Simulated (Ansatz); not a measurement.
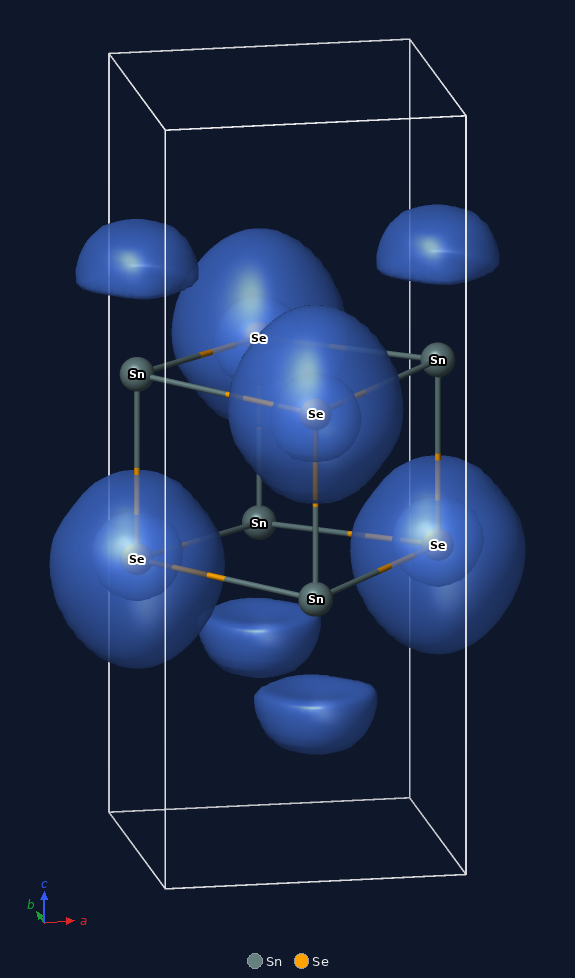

Figure. SnSe. Isosurface of the ELF at 0.7 (blue), seen slightly off an axis. Only the valence region is drawn (cores and ρ < 0.01 e/Å³ removed). Sticks mark near contacts.

Space group P4/nmm; a structure from a database of computed crystals, not necessarily the ambient phase; changed on purpose from its base cell (strain -0.030 along x and y, -0.030 along z, atoms carried along); not relaxed (largest force 0.7 eV/Å); computed pressure about 3 GPa in this cell.

All numbers below come from DFT r2SCAN, scalar-relativistic, plane waves, PAW in Ansatz.

**Identify the bonds, lone pairs and shells in this picture.**

At this value the surface marks out two lobes on Sn, pointing away from the bonds (lone pairs) and two regions wrapped around Se (the valence shell of each), counted in one cell of 4 atoms. Regions shared between cells count once. Along the contacts the grid gives the following. Sn–Se (2.60 Å): the ELF is about 0.60 at the midpoint. Sn–Se (2.94 Å): the ELF is about 0.40 at the midpoint and 0.30 at its lowest between the atoms.
